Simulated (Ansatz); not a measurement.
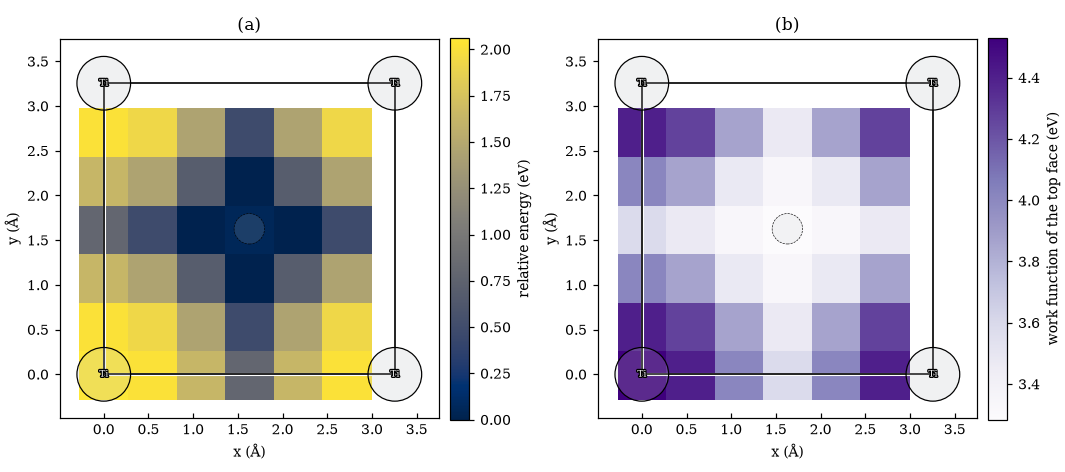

O on a Ti(100) slab cut from the Im-3m phase, its upper half relaxed before the scan (16 atoms of substrate and one adsorbate in a 2 × 2 cell). O is moved over the surface cell; relaxed at each place: the height of the adsorbate's atoms; substrate rigid; the origin of the map has the adsorbate above Ti13. Places are given modulo a cell vector. The map is drawn in real space over the plane of the surface. The scan uses a 6 × 6 grid; 10 points were computed and 26 follow by symmetry. Places are given in fractions of the 1 × 1 surface cell. Energies are in eV, from the lowest grid point. The runs have no spin polarisation; a magnetic state may lie lower. Level of theory: DFT PBE, scalar-relativistic, plane waves, PAW (Ansatz). Settings: cutoff 420 eV, k-mesh 4×4×1, gaussian smearing 0.1 eV, no spin polarisation.

Panel (a) is the energy; panel (b) is the computed work function of the top face, in eV.

In the figure: one coloured cell a grid point, labelled circles for the atoms of the top layer and small ones for the second layer, the outline of one cell of the plane.

> How does the work function of the top face vary over the map, and what is it at the lowest grid point?

It runs from 3.28 eV at a fourfold hollow over a second-layer Ti atom, (3/6, 3/6) of the cell vectors to 4.53 eV at the top site over a surface Ti atom, (0/6, 0/6) of the cell vectors. At the lowest grid point, (2/6, 3/6) of the cell vectors [nearest 3 Ti at 2.03 Å], it is 3.34 eV.

PAW datasets: the set soft_1.
